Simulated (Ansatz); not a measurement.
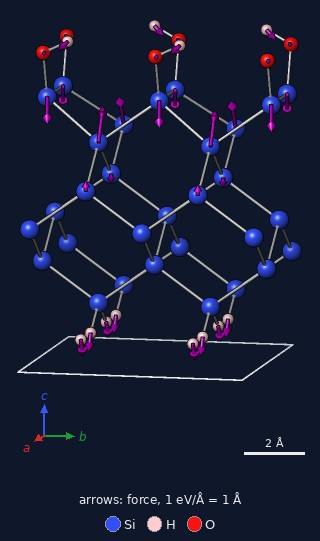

Starting geometry of a slab of composition Si₆H₃O (cut from the Fd-3m phase) with the computed forces as purple arrows. The picture is a ball-and-stick view of the cell of the calculation, outlined in the plane, without the vacuum (origin shifted), seen slightly off an axis.

Case: clean slab, lower planes held. The slab is the (1 0 0) face of Si. 12 atoms are held fixed.

Computed with DFT PBE+D3(BJ), scalar-relativistic, plane waves, PAW in Ansatz 0.2.0.

The input:
```yaml
crystal:
  lattice:
    - [7.6671877233, 0.0, 0.0]
    - [0.0, 7.6671877233, 0.0]
    - [0.0, 0.0, 25.6279408436]
  atoms:
    - { symbol: Si, position: [0.5, 0.25, 0.3445998429] }
    - { symbol: Si, position: [0.5, 0.75, 0.3445998429] }
    - { symbol: Si, position: [0.0, 0.25, 0.3445998429] }
    - { symbol: Si, position: [0.0, 0.75, 0.3445998429] }
    - { symbol: Si, position: [0.5, 0.5, 0.3974866556] }
    - { symbol: Si, position: [0.5, 0.0, 0.3974866556] }
    - { symbol: Si, position: [0.0, 0.5, 0.3974866556] }
    - { symbol: Si, position: [0.0, 0.0, 0.3974866556] }
    - { symbol: Si, position: [0.75, 0.5, 0.4503734683] }
    - { symbol: Si, position: [0.75, 0.0, 0.4503734683] }
    - { symbol: Si, position: [0.25, 0.5, 0.4503734683] }
    - { symbol: Si, position: [0.25, 0.0, 0.4503734683] }
    - { symbol: Si, position: [0.75, 0.75, 0.503260281] }
    - { symbol: Si, position: [0.75, 0.25, 0.503260281] }
    - { symbol: Si, position: [0.25, 0.75, 0.503260281] }
    - { symbol: Si, position: [0.25, 0.25, 0.503260281] }
    - { symbol: Si, position: [0.0, 0.75, 0.5561470938] }
    - { symbol: Si, position: [0.0, 0.25, 0.5561470938] }
    - { symbol: Si, position: [0.5, 0.75, 0.5561470938] }
    - { symbol: Si, position: [0.5, 0.25, 0.5561470938] }
    - { symbol: Si, position: [0.906511102, 0.0, 0.6090339065] }
    - { symbol: Si, position: [0.906511102, 0.5, 0.6090339065] }
    - { symbol: Si, position: [0.593488898, 0.0, 0.6090339065] }
    - { symbol: Si, position: [0.593488898, 0.5, 0.6090339065] }
    - { symbol: H, position: [0.3466510644, 0.25, 0.3121592971] }
    - { symbol: H, position: [0.3466510644, 0.75, 0.3121592971] }
    - { symbol: H, position: [0.8466510644, 0.25, 0.3121592971] }
    - { symbol: H, position: [0.8466510644, 0.75, 0.3121592971] }
    - { symbol: H, position: [0.6533489356, 0.25, 0.3121592971] }
    - { symbol: H, position: [0.6533489356, 0.75, 0.3121592971] }
    - { symbol: H, position: [0.1533489356, 0.25, 0.3121592971] }
    - { symbol: H, position: [0.1533489356, 0.75, 0.3121592971] }
    - { symbol: O, position: [0.9814538347, 0.0, 0.6710209389] }
    - { symbol: H, position: [0.0017890407, 0.1129733668, 0.6878407029] }
    - { symbol: O, position: [0.9814538347, 0.5, 0.6710209389] }
    - { symbol: H, position: [0.0017890407, 0.6129733668, 0.6878407029] }
    - { symbol: O, position: [0.5185461653, 0.0, 0.6710209389] }
    - { symbol: H, position: [0.4982109593, 0.8870266332, 0.6878407029] }
    - { symbol: O, position: [0.5185461653, 0.5, 0.6710209389] }
    - { symbol: H, position: [0.4982109593, 0.3870266332, 0.6878407029] }
basis:
  ecutwfc: 420
kpoints:
  mp_grid: { grid: [2, 2, 1] }
hamiltonian:
  xc: pbe
  dispersion: d3bj
scf:
  occupations: { method: gaussian, width: 0.05 }
output:
  forces: true
  eigenvalues: true
  write_density: true
  write_potential: true
  elf: true
  volumetric_format: npy
relax:
  adjacent_minimum: "off"
  f_tol: 0.03
  max_steps: 70
  constraints: [{ sites: [0, 1, 2, 3, 4, 5, 6, 7, 8, 9, 10, 11] }]
efield:
  axis: 3
  dipole_correction: true
  ramp_width: 0.04
```

Command:
```bash
ansatz run input.yaml --threads 4 --pin off --max-ram 10240MiB --backend cpu --events-out ev --progress --plain --runs-dir out
```

Q: Is this structure relaxed? If not, where do the atoms go?

A: It isn't relaxed: the largest force vector, on Si atoms, is 1.42 eV/Å. The final displacements follow the starting forces only in part (cosine between the two patterns 0.49). The energy falls by 0.816 eV per cell of the calculation in 5 accepted moves (6 points after the start). Largest force component: 1.1 eV/Å at the start, 0.025 eV/Å at the end. 1 step only repeated the SCF at the same geometry. The largest moves, 0.22 Å, are those of O33, O35, O37 and O39. O35 goes at 41° to the normal (−c side). Largest moves by element: O 0.22 Å, H 0.20 Å, Si 0.15 Å. The cell stays as it was. Among the contacts that change: Si17–Si21 2.455 → 2.347 Å, Si17–Si22 2.455 → 2.356 Å, Si21–Si23 2.400 → 2.448 Å, Si1–H25 1.440 → 1.477 Å. Among the angles between lasting bonds that change: H27–Si3–H31 109.5° → 101.8°, Si23–Si19–Si24 102.7° → 109.2°, Si19–Si24–O39 114.8° → 109.1°. Cost: 64 s on 4 threads of Intel(R) Xeon(R) Platinum 8488C (Sapphire Rapids), on a shared host, peak memory 3.6 GiB.
